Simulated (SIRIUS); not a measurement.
## CdF2: 7 runs along one coordinate

System: CdF2 (3 atoms in the cell).
Method: Kohn-Sham DFT of a periodic cell, PBEsol, dojo-sr-pbesol-0.4.1-standard, no spin polarisation (SIRIUS 7.12.0).

The 7 runs differ only in the geometry, by an even scaling of the cell at fixed fractional positions. The structure derives from an entry of the Crystallography Open Database.

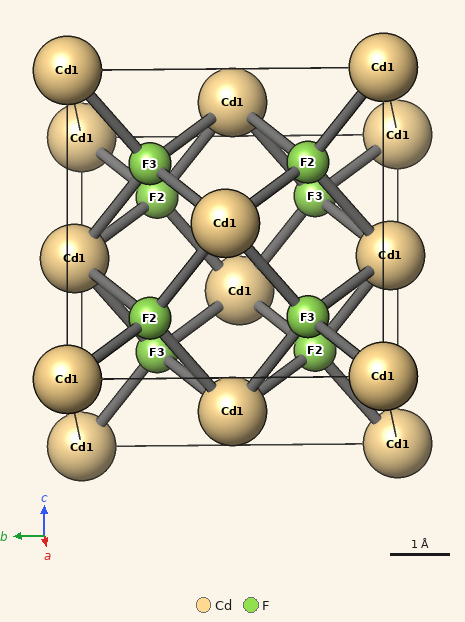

Figure 1. The structure of run 4 (ball-and-stick view of the cell 4 times as large as that of the calculation, set on its symmetry axes, seen at an oblique angle; atoms are numbered from 1 in the order of the input). An atom can appear more than once, as a periodic image.

## Input of run 4
```
{
  "control": {
    "processing_unit": "cpu",
    "verbosity": 2,
    "num_bands_to_print": 26,
    "print_forces": true,
    "print_stress": true
  },
  "parameters": {
    "electronic_structure_method": "pseudopotential",
    "xc_functionals": ["XC_GGA_X_PBE_SOL", "XC_GGA_C_PBE_SOL"],
    "gk_cutoff": 10.1,
    "pw_cutoff": 20.2,
    "ngridk": [9, 9, 9],
    "shiftk": [0, 0, 0],
    "smearing": "fermi_dirac",
    "smearing_width": 0.0018374661,
    "num_bands": 26,
    "num_mag_dims": 0,
    "num_dft_iter": 100,
    "energy_tol": 1e-08,
    "density_tol": 1e-06
  },
  "iterative_solver": {
    "type": "davidson",
    "min_tolerance": 1e-10
  },
  "mixer": {
    "type": "anderson",
    "beta": 0.7,
    "max_history": 8
  },
  "settings": {
    "tol_ne": 1e-10,
    "pseudo_grid_cutoff": 6.5
  },
  "unit_cell": {
    "lattice_vectors": [
      [0.0, 5.090922179742, 5.090922179742],
      [5.090922179742, 0.0, 5.090922179742],
      [5.090922179742, 5.090922179742, 0.0]
    ],
    "atom_coordinate_units": "lattice",
    "atom_types": ["Cd", "F"],
    "atom_files": {
      "Cd": "Cd.json",
      "F": "F.json"
    },
    "atoms": {
      "Cd": [
        [0.0, 0.0, 0.0]
      ],
      "F": [
        [0.75, 0.75, 0.75],
        [0.25, 0.25, 0.25]
      ]
    }
  }
}
```

Command:
```bash
upf_to_json Cd.upf
upf_to_json F.upf
OMP_NUM_THREADS=4 sirius.scf --input=sirius.json --output=out.json --task=0
```

Lattice vectors (Å) and fractional positions of run 4:
```
   0.000000    2.694000    2.694000
   2.694000    0.000000    2.694000
   2.694000    2.694000    0.000000
Cd  0.000000  0.000000  0.000000
F   0.750000  0.750000  0.750000
F   0.250000  0.250000  0.250000
```

Run 6 differs from it as follows:
```diff
-      [0.0, 5.090922179742, 5.090922179742],
-      [5.090922179742, 0.0, 5.090922179742],
-      [5.090922179742, 5.090922179742, 0.0]
+      [0.0, 5.157915680538, 5.157915680538],
+      [5.157915680538, 0.0, 5.157915680538],
+      [5.157915680538, 5.157915680538, 0.0]
```

## Results, with one run withheld

| run | volume per atom (Å³) | free energy per atom, from the lowest run given (meV) | pressure (GPa) | gap on the mesh (eV) |
| --- | --- | --- | --- | --- |
| 1 | 12.253 | 16.11 | 7.31 | 3.20 |
| 2 | 12.513 | 6.49 | 4.44 | 3.13 |
| 3 | 12.774 | 1.29 | 1.89 | 3.05 |
| 4 | 13.035 | 0.00 | −0.38 | 2.98 |
| 5 | 13.295 | 2.20 | −2.40 | 2.91 |
| 6 | 13.556 | ? | ? | ? |
| 7 | 13.817 | 15.55 | −5.79 | 2.78 |

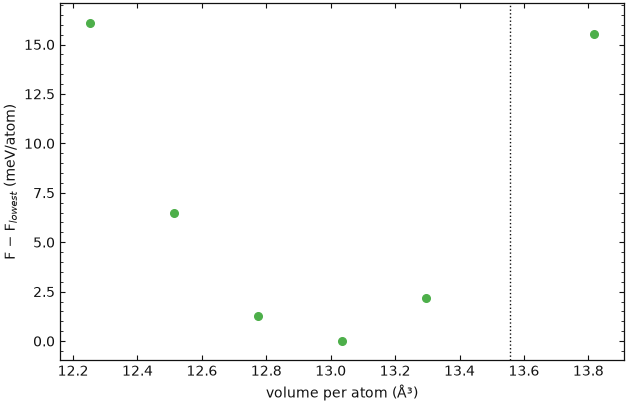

Figure 2. Free energy per atom of the runs given; the dotted line marks run 6.

What should run 6 give?

A cubic polynomial in V^(−2/3) (the Birch–Murnaghan form), fitted to the 6 runs given, misses them by at most 0.01 meV per atom. With x = V^(−2/3) − 0.18151 Å⁻², it reads F = 0.068095 + 360.09 x + 3.0415e+05 x² + 8.1147e+05 x³ (meV per atom). At run 6 it gives 7.50 meV per atom, and the run itself gives 7.50. The slope of the fit gives a pressure −dF/dV of −4.13 GPa there, and the run prints −4.19 GPa. The two needn't agree exactly: the fit is approximate, and the printed stress is taken on a finite basis. The fit has its minimum at 12.995 Å³ per atom, where V d²F/dV² gives 109 GPa: the bulk modulus at this level, since symmetry fixes the shape and the positions. The gap on the mesh goes, without turning, from 3.20 eV in run 1 to 2.78 eV in run 7; run 6 has 2.85 eV. These are gaps of this functional on this mesh, which can miss the band edges; they aren't the measured gap.

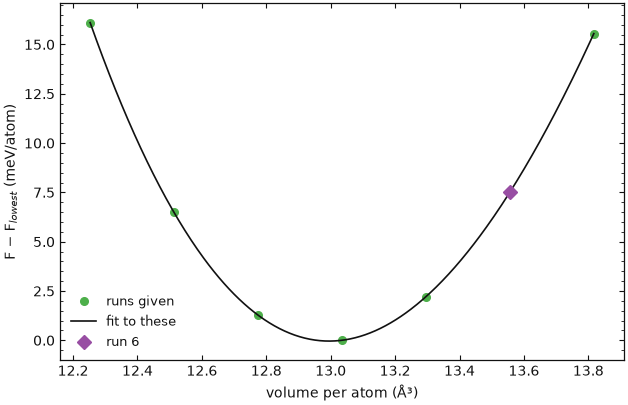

Figure 3. The fit and the withheld run.

## Some lines of the output (run 6)
```
[...]
[find] Efermi                         :       0.27115450
[find] Total energy                   :    -224.39335417 (Ha),    -448.78670834 (Ry)
[find] Free energy (E-TS)             :    -224.39335417 (Ha),    -448.78670834 (Ry)
[find] band gap (eV)                  :       2.84739257
[find] Efermi                         :       0.27082486
[find] band gap (eV)                  :       2.84744411
[find] Efermi                         :       0.27082474
[find] band gap (eV)                  :       2.84744784
[find] Efermi                         :       0.27082507
[find] band gap (eV)                  :       2.84746290
[find] Efermi                         :       0.27082515
[find] band gap (eV)                  :       2.84744917
[find] Efermi                         :       0.27082489
[find] band gap (eV)                  :       2.84745268
```
